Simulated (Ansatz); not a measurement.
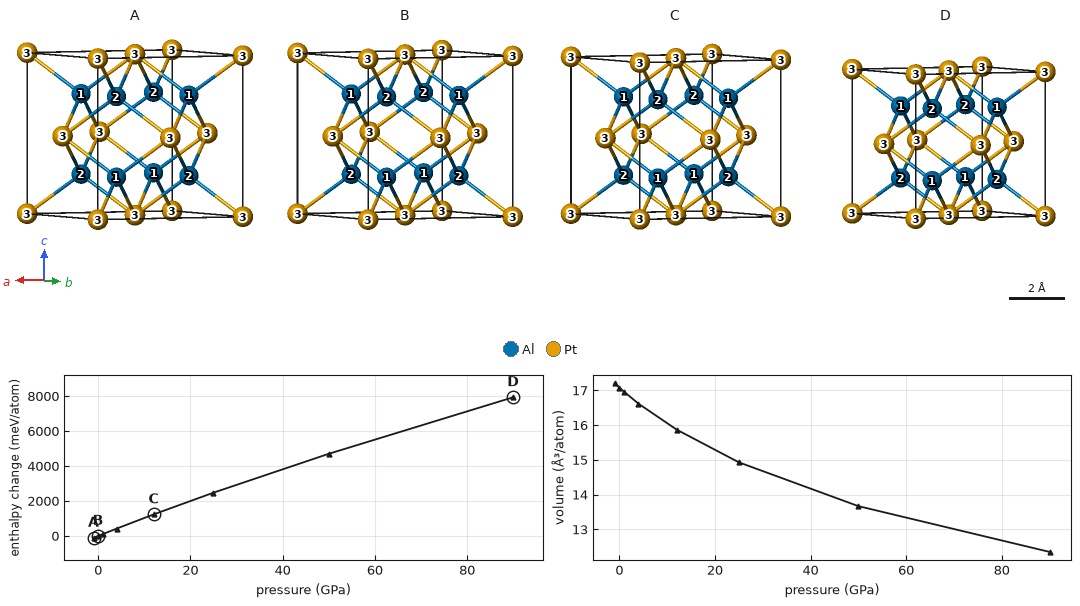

Members of a series of calculations on crystalline Al₂Pt (set up in Fm-3m), marked on the first curve. A ball-and-stick model of the conventional cell (4 times the calculation's cell), seen from a free direction. Lengths and directions refer to the drawn axes.

All numbers below come from DFT PBEsol, scalar-relativistic, plane waves, PAW in Ansatz. (plane-wave cutoff 420 eV; occupations gaussian; smearing width 0.1 eV; no spin polarisation) The k-mesh is chosen for each cell (12×12×12, 14×14×14).

How does the crystal respond to pressure?

Answer. The structure is relaxed at several pressures. A (pressure −1.0 GPa): enthalpy change −107 meV/atom, volume 17.21 Å³ per atom. B (pressure 0.0 GPa): enthalpy change 0.0 meV/atom, volume 17.08 Å³ per atom. C (pressure 12.0 GPa): enthalpy change 1231 meV/atom, volume 15.87 Å³ per atom. D (pressure 90.0 GPa): enthalpy change 7940 meV/atom, volume 12.36 Å³ per atom. The rest compares A with D. The volume changes by −28.2 %, with a = b = c 5.911 → 5.293 Å (−10.5 %). Near-neighbour distances before and after: Al–Pt 2.559 → 2.292 Å.
